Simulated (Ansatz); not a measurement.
## Electronic structure of Ge in real space

```yaml
crystal:
  lattice:
    - [-5.67576, 2.83788, 2.83788]
    - [0.00000, -2.83788, 2.83788]
    - [6.62191, 5.20269, 5.20269]
  atoms:
    - { symbol: Ge, position: [0.67361, 0.50000, 0.04167] }
    - { symbol: Ge, position: [0.17361, 0.00000, 0.04167] }
    - { symbol: Ge, position: [0.78471, 0.00000, 0.70833] }
    - { symbol: Ge, position: [0.28471, 0.50000, 0.70833] }
    - { symbol: Ge, position: [0.56251, 0.00000, 0.37500] }
    - { symbol: Ge, position: [0.06251, 0.50000, 0.37500] }
    - { symbol: Ge, position: [0.71529, 0.50000, 0.29167] }
    - { symbol: Ge, position: [0.21529, 0.00000, 0.29167] }
    - { symbol: Ge, position: [0.82639, 0.00000, 0.95833] }
    - { symbol: Ge, position: [0.32639, 0.50000, 0.95833] }
    - { symbol: Ge, position: [0.93749, 0.50000, 0.62500] }
    - { symbol: Ge, position: [0.43749, 0.00000, 0.62500] }
```

Space group C2/m; not relaxed (largest force 1.0 eV/Å).

Method: DFT PBEsol, scalar-relativistic, plane waves, PAW (Ansatz).

In a PAW calculation such maps are meaningful between the atoms, not at the nuclei.

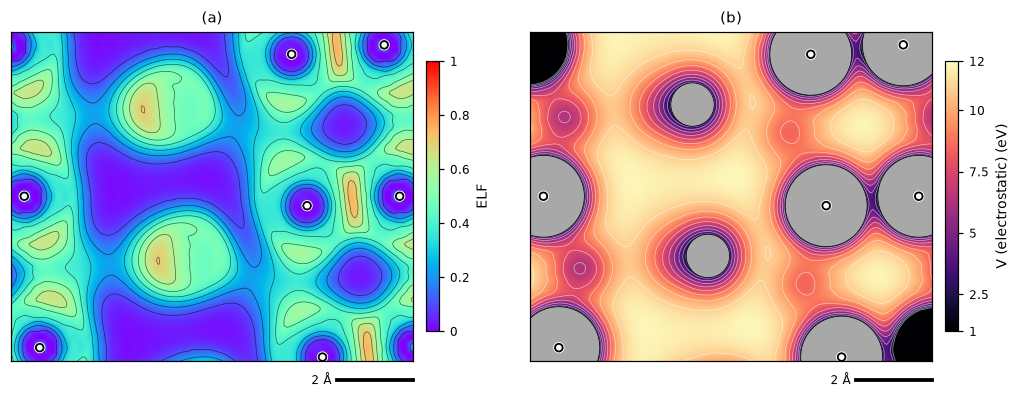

Figure 1. (a) electron localisation function; (b) electrostatic potential (local pseudopotential plus Hartree) felt by an electron on the (110) plane of the conventional cell. Circles mark the nuclei in the plane (Ge). Grey discs cover the atomic cores in the potential map.

Q: What do the fields say about this system?

A: Atoms in the plane: Ge. Atoms just off the plane (Ge, 0.9 Å away) can leave unmarked features too. Ge–Ge (2.46 Å): the ELF peaks at about 0.75 between the atoms. Outside the cores the potential energy rises away from the atoms and is highest about 2.3 Å from the nearest atoms; its zero is arbitrary.

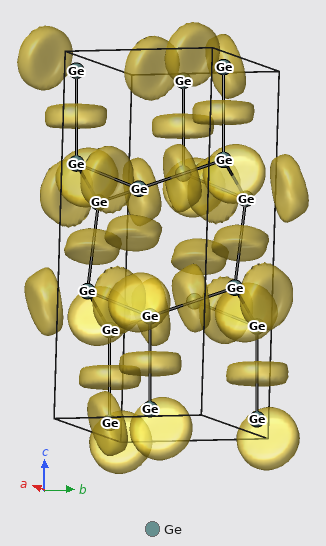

Figure 2. Isosurface of the electron localisation function at 0.55 (yellow), seen at an oblique angle. Core shells and regions of very low density are left out. Sticks mark near contacts.

Q: Identify the bonds, lone pairs and shells in this picture.

A: At this value the surface marks out 24 regions between bonded Ge–Ge atoms, counted in one cell of 12 atoms. Any copies at cell faces, edges or corners count once.


 Ge–Ge (2.72 Å): the ELF peaks at about 0.75 between the atoms.

Q: Does the calculation make it a metal, or give it a gap?

A: It is metallic or semimetallic at this level of theory: no gap opens.
